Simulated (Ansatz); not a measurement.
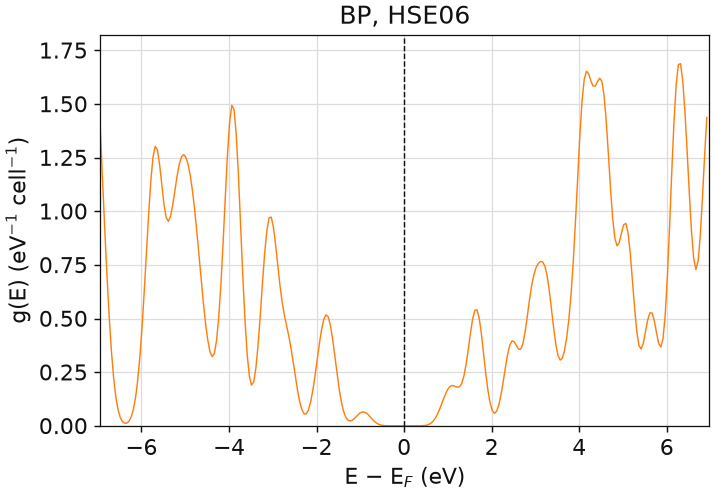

Density of states. Energies are counted from the Fermi level, put mid-gap where there is a gap. The curve is built from the levels of the k mesh with Gaussians 0.4 eV wide, which also blur the band edges.

System: BP, space group F-43m, 2 atoms in the cell, zincblende type, hydrostatic strain −3.0%.

```xyz
2
Lattice="0.0000 2.2003 2.2003 2.2003 0.0000 2.2003 2.2003 2.2003 0.0000" Properties=species:S:1:pos:R:3 pbc="T T T"
B     0.0000    0.0000    0.0000
P     1.1001    1.1001    1.1001
```

Method: DFT, HSE06, plane waves, PAW, no spin polarisation, 6×6×6 k mesh (Ansatz 0.2.0).

Metal or insulator, going by the density of states?

There is a gap; over the k points computed it is 1.87 eV (indirect; the smallest direct gap is 4.51 eV).

The cell is at 17 GPa in this functional.
